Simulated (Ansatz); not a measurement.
## W: geometry relaxation (part 2 of 2)

Continued. System: W (P6₃/mmc, 2 atoms in the cell). Method: DFT, PBE, PAW with Ansatz's default frozen-core files, scalar-relativistic, no spin polarisation (Ansatz 0.2.0); cutoff 420 eV, 17×17×9 k-mesh, Fermi–Dirac smearing of 0.05 eV. The structure was built on a prototype by a generator; it need not be a known phase. It belongs to a series of runs on one base structure; here: hcp relaxed, PAW files.

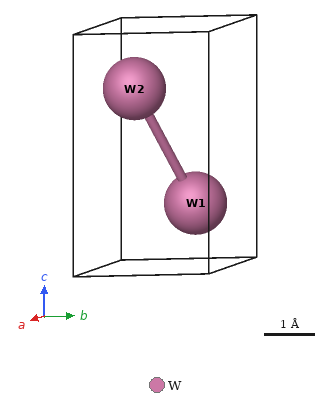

Fig. 1: The geometry at step 4 of the log (ball-and-stick view of the cell of the calculation, seen slightly off an axis; atoms are numbered from 1 in the order of the input).

The program's output, continued:
```
SCF iter   1: F=—  HF=-20768.651809 eV  |F-HF|=—  |Δ(HF+E_count)|=         —  Δρ=2.44e-4  dr2=1.33e-6  ethr=3.70e-8  ⟨swp⟩=3.3  Hψ=20521  notcnv=0
preconditioner: auto → Kerker (q_TF=auto, 2.654 Å⁻¹)  [metal: Δε(μ)=0.003 eV  Ē_g=5.244 eV  σ=0.050 eV  W_gap=0.02  n_scr=10 (ndim 8)  ℏωp=22.4 eV  f_vac=0.000  D(μ)=2.32/eV (n_scr^D=22)]
SCF iter   2: F=—  HF=-20768.651821 eV  |F-HF|=—  |Δ(HF+E_count)|=   1.16e-5  Δρ=1.27e-4  dr2=3.66e-7  ethr=4.77e-9  ⟨swp⟩=1.0  Hψ=2970  notcnv=0
SCF iter   3: F=—  HF=-20768.651825 eV  |F-HF|=—  |Δ(HF+E_count)|=   4.46e-6  Δρ=4.45e-6  dr2=1.77e-9  ethr=1.31e-9  ⟨swp⟩=2.9  Hψ=5422  notcnv=0
SCF iter   4: F=—  HF=-20768.651825 eV  |F-HF|=—  |Δ(HF+E_count)|=  8.73e-10  Δρ=3.76e-7  dr2=3.05e-11  ethr=6.33e-12  ⟨swp⟩=2.3  Hψ=4641  notcnv=0
iter 5 did not close the SCF: its close was put off for the readings that it lacked (scf_convergence_deferred on its scf_iter line)
SCF iter   5: F=-20768.651825 eV  HF=-20768.651825 eV  |F-HF|=1.09e-11  |Δ(HF+E_count)|=  3.64e-12  Δρ=1.08e-7  dr2=2.32e-12  ethr=1.00e-12  ⟨swp⟩=1.0  Hψ=2970  notcnv=0
iter 6 did not close the SCF: its close was put off for the readings that it lacked (scf_convergence_deferred on its scf_iter line)
SCF iter   6: F=-20768.651825 eV  HF=-20768.651825 eV  |F-HF|=7.28e-12  |Δ(HF+E_count)|=  3.64e-12  Δρ=9.50e-9  dr2=2.37e-14  ethr=1.00e-12  ⟨swp⟩=1.0  Hψ=2970  notcnv=0
iter 7 did not close the SCF: its close was put off for the readings that it lacked (scf_convergence_deferred on its scf_iter line)
SCF iter   7: F=-20768.651825 eV  HF=-20768.651825 eV  |F-HF|=7.28e-12  |Δ(HF+E_count)|=  7.28e-12  Δρ=2.29e-9  dr2=1.18e-15  ethr=1.00e-12  ⟨swp⟩=1.0  Hψ=2970  notcnv=0
iter 8 did not close the SCF: its close was put off for the readings that it lacked (scf_convergence_deferred on its scf_iter line)
SCF iter   8: F=-20768.651825 eV  HF=-20768.651825 eV  |F-HF|=1.09e-11  |Δ(HF+E_count)|=    0.00e0  Δρ=3.90e-10  dr2=3.08e-17  ethr=1.00e-12  ⟨swp⟩=1.0  Hψ=2970  notcnv=0
SCF iter   9: F=-20768.651825 eV  HF=-20768.651825 eV  |F-HF|=3.64e-12  |Δ(HF+E_count)|=  3.64e-12  Δρ=7.08e-11  dr2=1.11e-18  ethr=1.00e-12  ⟨swp⟩=2.2  Hψ=7515  notcnv=0
SCF 7 converged in 9 iterations: F = -20768.651825 eV  dr2 = 1.11e-18
relax step   7: F+E_penalty+E_count = -20768.65182524 eV  Δ(F+E_penalty+E_count) = -4.287e-4 eV  max|allowed force component| = 3.007e-17 eV/Å  Δτ_max = 0.0000 Å  P = -0.002 GPa  Ω = 33.034 Å³  stress off target by 1.45e-2 GPa  SCF on the basis re-selected at this cell (its energy is not comparable with the rows above)  (9 SCF iters)
```

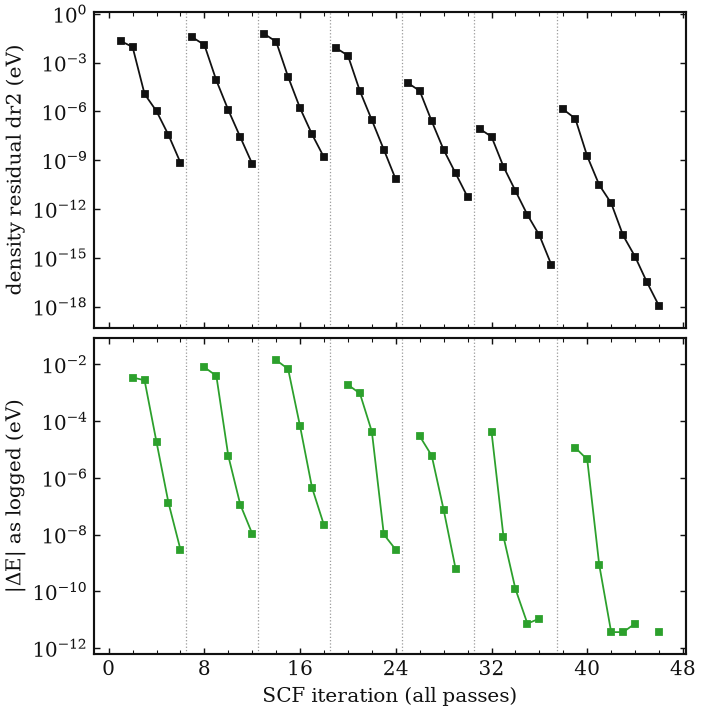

Fig. 2: Convergence of the self-consistent field: density residual dr2 and size of the energy change against the SCF iteration. The dotted lines part the SCF passes of the relaxation: geometry steps, rejected trials and re-solves on a re-selected basis. The 7 passes take 6 to 9 iterations each, 46 in all.

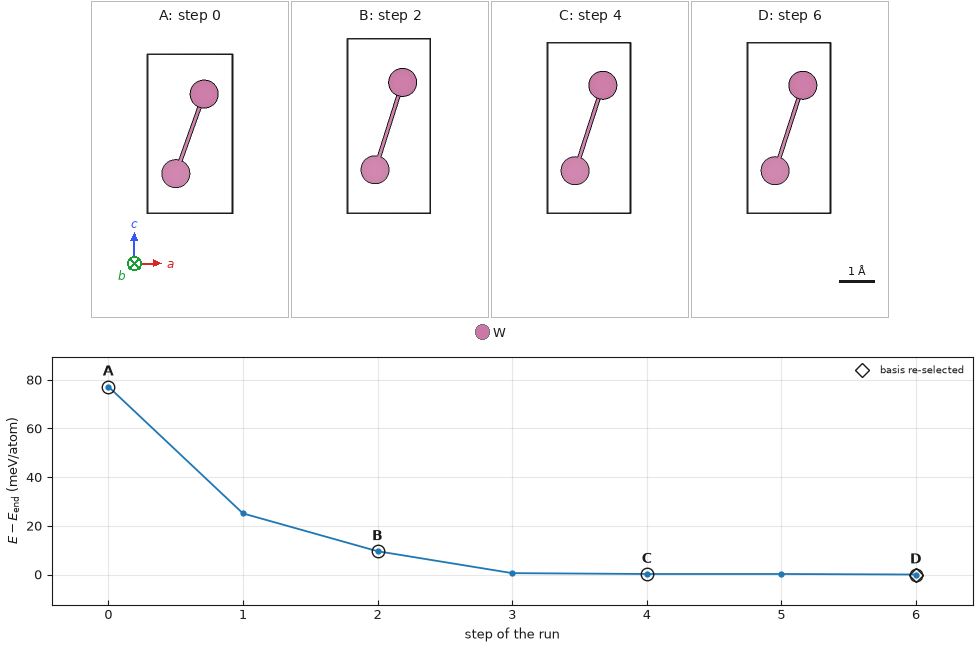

Fig. 3: Frames of the relaxation (ball-and-stick view of the cell of the calculation, along the b axis) above the curves, on which the letters mark them (the first geometry is step 0 here and step 1 in the log).

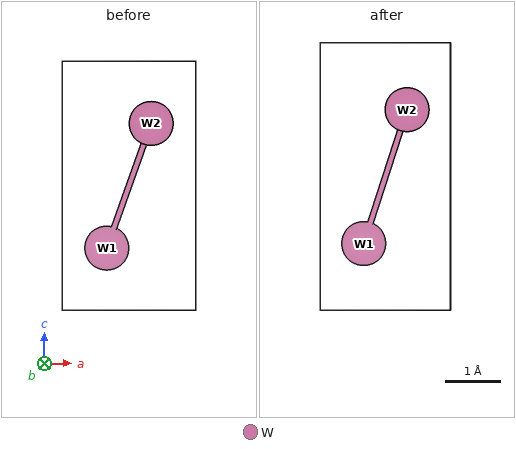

Fig. 4: Before (left) and after (right) the relaxation, at one scale (ball-and-stick view of the cell of the calculation, along the b axis). The atoms keep their places relative to the cell (all moves are under 0.005 Å). The drawn cell changes as follows: a = b 2.845 → 2.777 Å (−2.4 %), c 4.608 → 4.947 Å (+7.4 %); the volume changes by +2.3 %. Among the contacts that change: W1–W2 2.829 → 2.948 Å, W1–W1 2.845 → 2.777 Å. The space group stays P6_3/mmc (No. 194). The energy falls by 77.0 meV per atom in 5 geometry steps. All forces vanish by symmetry, so only the cell relaxes. The pressure goes from 4.76 to 0.00 GPa. A last SCF at the same geometry on a re-selected plane-wave basis shifts the energy by −0.2 meV per atom. (Atoms are counted from 1 in the order of the input.)

```
basis re-selected at this cell: Δ(F+E_penalty+E_count) = -4.287e-4 eV, ΔP = -0.000 GPa vs the last step (what re-selecting the basis moved, of the pressure what is left beyond the Pulay correction that the steps carried, after the strain that the cell walked since its last selection, with what the two solves' SCF thresholds leave and, on support functions, any second-order correction that the steps lacked; it is no measure of the basis error at this ecutwfc). The dense FFT grid was sized anew with the basis: this SCF ran on 20×20×36 points, the steps before it on 20×20×32, so part of this shift can come from that change (see relax.cell in the input reference). This SCF's stress stands 1.45e-2 GPa from its target on what of the cell is left free (relax.cell.stress_tol is 5.00e-2 GPa) and its largest allowed force component is 3.01e-17 eV/Å (relax.f_tol is 5.00e-3 eV/Å): within both
SCF converged after 9 iterations
Free energy (F): -20768.651825 eV
Harris-Foulkes:  -20768.651825 eV  (|F-HF|=3.64e-12)
Internal energy: -20768.633385 eV  (E = F + TS)
E sigma→0 (E₀):  -20768.642605 eV
Entropy (-TS):   -0.018440 eV (-9.220 meV/atom)
Fermi energy:    21.237954 eV
--- Per-component energies (eV) ---
  E_band       = -188.291649
  E_kinetic    = 898.220180
  E_local      = -1265.017820  (includes V_loc(G=0)·N_el)
  E_nonlocal   = 1.566049
  E_hartree    = 451.506883
  E_xc         = -532.894857
  E_vxc        = -476.305954  (∫ρ·V_xc dr)
  E_paw        = -17124.880257  (= ΣΔE_a)
  E_vpaw       = -249.767752  (= ΣTr[D̂ρ^β])
  E_aug_tail   = -0.000118  (compensation charges beyond the density's cutoff)
  E_ewald      = -3197.133446
  E_smearing   = -0.018440  (= −TS)
  E_closure    = 0.000000  (closes the sum)
  Σ components = -20768.651825   (vs F -20768.651825, Δ=0.00e0)
--- Forces (eV/Å), atoms counted from 1 ---
  atom   1  W      0.00000000     0.00000000     0.00000000
  atom   2  W     -0.00000000    -0.00000000     0.00000000
  max |Σ_I F_I| component: 1.39e-17 eV/Å
--- Stress (GPa, compression-positive) ---
       -0.010544       0.000000       0.000000
       -0.000000      -0.010544       0.000000
        0.000000       0.000000       0.014460
  P = ⅓ Tr σ = -0.0022 GPa (-0.022 kbar)
--- Relaxed structure (6 steps of the walk, 6 accepted, 1 SCFs on fresh bases) ---
  F+E_penalty+E_count = -20768.65182524 eV   max|allowed force component| = 3.007e-17 eV/Å   (the final SCF, on the basis selected at the relaxed cell)
  cell:  # Å, volume = 33.0337 Å³
    - [2.776804718747943, 0.0, 0.0]
    - [-1.3884023593739716, 2.404783427784222, 0.0]
    - [0.0, 0.0, 4.9469378860302]
  atoms:
    - { symbol: W, position: [0.3333333333333333, 0.6666666666666666, 0.25] }
    - { symbol: W, position: [0.6666666666666666, 0.3333333333333333, 0.7499999999999999] }
```

Trajectory as extended XYZ (Å, eV, eV/Å), 7 frames, from step=1 to step=7:
```
2
Lattice="2.8445 0.0000 0.0000 -1.4223 2.4634 0.0000 0.0000 0.0000 4.6081" Properties=species:S:1:pos:R:3:forces:R:3 step=1 energy=-20768.49737 pressure_GPa=4.76
W     0.0000    1.6423    1.1520    0.0000   0.0000   0.0000
W     1.4223    0.8211    3.4561    0.0000   0.0000   0.0000
2
Lattice="2.8312 0.0000 0.0000 -1.4156 2.4519 0.0000 0.0000 0.0000 4.8339" Properties=species:S:1:pos:R:3:forces:R:3 step=2 energy=-20768.60160 pressure_GPa=-5.35
W     0.0000    1.6346    1.2085    0.0000   0.0000   0.0000
W     1.4156    0.8173    3.6254    0.0000   0.0000   0.0000
2
Lattice="2.7673 0.0000 0.0000 -1.3837 2.3966 0.0000 0.0000 0.0000 5.0580" Properties=species:S:1:pos:R:3:forces:R:3 step=3 energy=-20768.63268 pressure_GPa=-3.03
W     0.0000    1.5977    1.2645    0.0000   0.0000   0.0000
W     1.3837    0.7989    3.7935    0.0000   0.0000   0.0000
2
Lattice="2.7824 0.0000 0.0000 -1.3912 2.4096 0.0000 0.0000 0.0000 4.9482" Properties=species:S:1:pos:R:3:forces:R:3 step=4 energy=-20768.65069 pressure_GPa=-1.25
W     0.0000    1.6064    1.2370    0.0000   0.0000   0.0000
W     1.3912    0.8032    3.7111    0.0000   0.0000   0.0000
2
Lattice="2.7765 0.0000 0.0000 -1.3883 2.4045 0.0000 0.0000 0.0000 4.9468" Properties=species:S:1:pos:R:3:forces:R:3 step=5 energy=-20768.65140 pressure_GPa=0.06
W     0.0000    1.6030    1.2367    0.0000   0.0000   0.0000
W     1.3883    0.8015    3.7101    0.0000   0.0000   0.0000
2
Lattice="2.7768 0.0000 0.0000 -1.3884 2.4048 0.0000 0.0000 0.0000 4.9469" Properties=species:S:1:pos:R:3:forces:R:3 step=6 energy=-20768.65140 pressure_GPa=-0.00
W     0.0000    1.6032    1.2367    0.0000   0.0000   0.0000
W     1.3884    0.8016    3.7102    0.0000   0.0000   0.0000
2
Lattice="2.7768 0.0000 0.0000 -1.3884 2.4048 0.0000 0.0000 0.0000 4.9469" Properties=species:S:1:pos:R:3:forces:R:3 step=7 energy=-20768.65183 pressure_GPa=-0.00
W     0.0000    1.6032    1.2367    0.0000   0.0000   0.0000
W     1.3884    0.8016    3.7102    0.0000   0.0000   0.0000
```

The run was set up as follows.

Input:
```yaml
crystal:
  lattice:
    - [2.844510009, 0.0, 0.0]
    - [-1.4222550045, 2.4634179291, 0.0]
    - [0.0, 0.0, 4.6081062146]
  atoms:
    - { symbol: W, position: [0.3333333333, 0.6666666667, 0.25] }
    - { symbol: W, position: [0.6666666667, 0.3333333333, 0.75] }
kpoints:
  mp_grid: { grid: [17, 17, 9] }
scf:
  occupations: { method: fermi_dirac, width: 0.05 }
hamiltonian:
  xc: pbe
  pseudopotentials: { kind: paw }
output:
  forces: true
  stress: true
relax:
  f_tol: 0.005
  max_steps: 40
  cell: {}
```

Command:
```bash
ansatz run input.yaml --threads 1 --pin off --max-ram 3072MiB --backend cpu --events-out ev --progress --plain --runs-dir out
```

Key numbers:

| quantity | value |
| --- | --- |
| outcome | converged |
| space group (tolerance 0.01 Å) | P6₃/mmc (194) |
| electrons treated | 28 |
| free energy | −20768.6518 eV |
| Fermi energy | 21.238 eV |
| pressure | 0.00 GPa |
| final volume | 33.03 Å³ |
| largest force (length of the vector) at the end | under 0.001 eV/Å |
| final cell | a = 2.777 Å, b = 2.777 Å, c = 4.947 Å, α = 90.00°, β = 90.00°, γ = 120.00° |
| hardware | 1 thread of Arm Neoverse V1, 24 GiB of memory available, shared host |
| wall time | 31 s |
| peak memory | 0.36 GiB |

Spin–orbit coupling is left out, which matters for W.
